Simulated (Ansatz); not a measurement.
Mo (slab)

```yaml
crystal:
  lattice:
    - [2.72839, 0.00000, 0.00000]
    - [-0.90946, 2.57235, 0.00000]
    - [0.00000, 0.00000, 26.13860]
  atoms:
    - { symbol: Mo, position: [0.50000, 0.50000, 0.28693] }
    - { symbol: Mo, position: [0.00000, 0.00000, 0.37216] }
    - { symbol: Mo, position: [0.50000, 0.50000, 0.45739] }
    - { symbol: Mo, position: [0.00000, 0.00000, 0.54261] }
    - { symbol: Mo, position: [0.50000, 0.50000, 0.62784] }
    - { symbol: Mo, position: [0.00000, 0.00000, 0.71307] }
```

Not relaxed (largest force 0.7 eV/Å); computed without spin polarisation.

Computed with DFT r2SCAN, scalar-relativistic, plane waves, PAW (Ansatz 0.2.0).

**What can the converged valence pseudo-density and electron localisation function tell about the bonding?**

Mo–Mo (2.73 Å): the density is about 0.38 e/Å³ at the midpoint; the ELF is about 0.30 at the midpoint; no shared electron pair shows on this line.

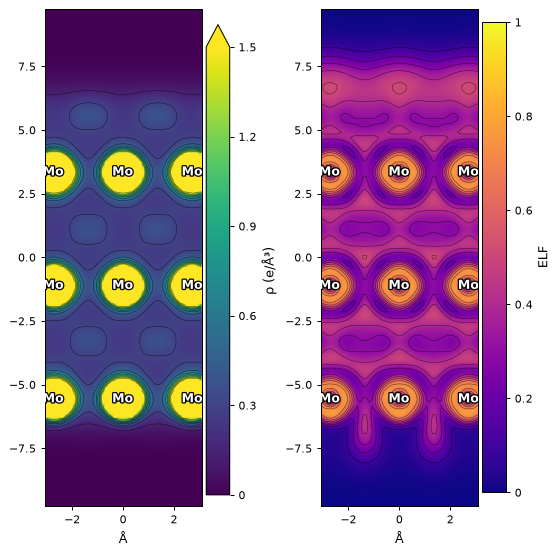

Computed valence pseudo-density and electron localisation function on the (100) plane of the calculation cell, a cut from vacuum to vacuum, in this order. 

The density is the valence pseudo-density of a PAW calculation; it isn't the true density close to the nuclei.
